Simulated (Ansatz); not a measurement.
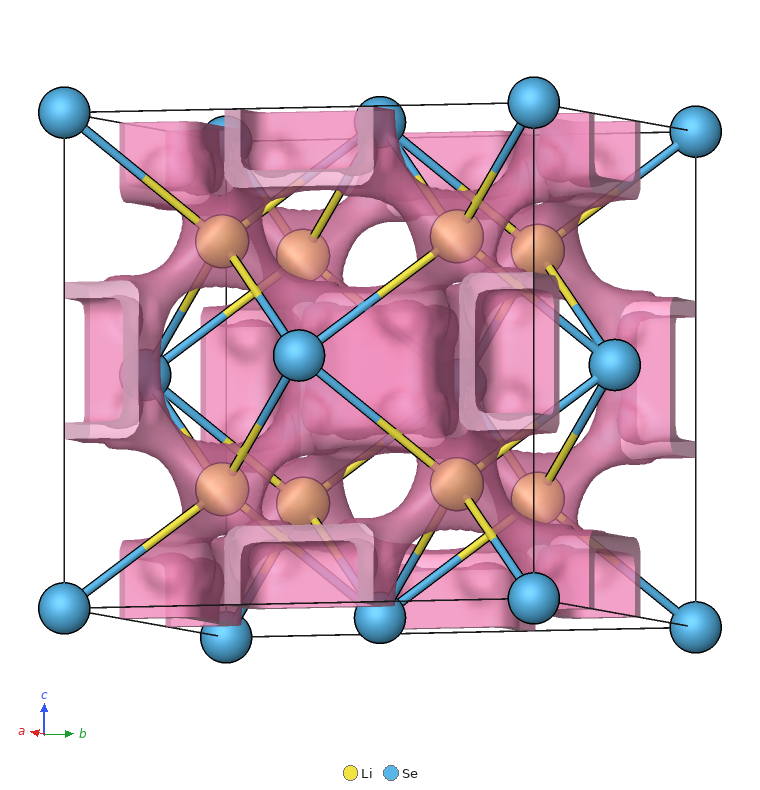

Bond-valence mismatch map for Li+ in Li$_{2}$Se (Fm-3m): the pink surface encloses the points where |V − 1| < 0.1 v.u. (1×1×1 cells, view from a free direction). Pale faces close the region where the drawn box cuts it.

At each point the valence sum V of a Li+ ion is computed from the anions within 5 Å (s = exp((R0 − d)/b), R0 fitted to published crystal structures with b = 0.37 Å; R0: Li+–Se 2.032 Å). The other Li+ ions are ignored. This is an empirical screen for pathways, not an energy calculation.

Origin of the cell: a calculation's input that goes back to an entry of the Crystallography Open Database (an earlier step may have relaxed or displaced it).

```yaml
crystal:
  lattice:
    - [5.98692, 0.00000, 0.00000]
    - [0.00000, 5.98692, 0.00000]
    - [0.00000, 0.00000, 5.98692]
  atoms:
    - { symbol: Li, position: [0.25000, 0.75000, 0.75000] }
    - { symbol: Li, position: [0.25000, 0.25000, 0.75000] }
    - { symbol: Se, position: [0.00000, 0.00000, 0.00000] }
    - { symbol: Li, position: [0.25000, 0.25000, 0.25000] }
    - { symbol: Li, position: [0.25000, 0.75000, 0.25000] }
    - { symbol: Se, position: [0.00000, 0.50000, 0.50000] }
    - { symbol: Li, position: [0.75000, 0.75000, 0.25000] }
    - { symbol: Li, position: [0.75000, 0.25000, 0.25000] }
    - { symbol: Se, position: [0.50000, 0.00000, 0.50000] }
    - { symbol: Li, position: [0.75000, 0.25000, 0.75000] }
    - { symbol: Li, position: [0.75000, 0.75000, 0.75000] }
    - { symbol: Se, position: [0.50000, 0.50000, 0.00000] }
```

**What pathways for Li+ does the map suggest at this level (counting the regions that come within 0.6 Å of a Li site)?**

The regions form a three-dimensional network.

**At which mismatch do paths open?**

Already below about 0.06 v.u. the regions form a three-dimensional network. These are grid estimates, good to about 0.1 v.u.

**What is the valence sum at the Li sites themselves?**

0.88 v.u., against the formal 1.
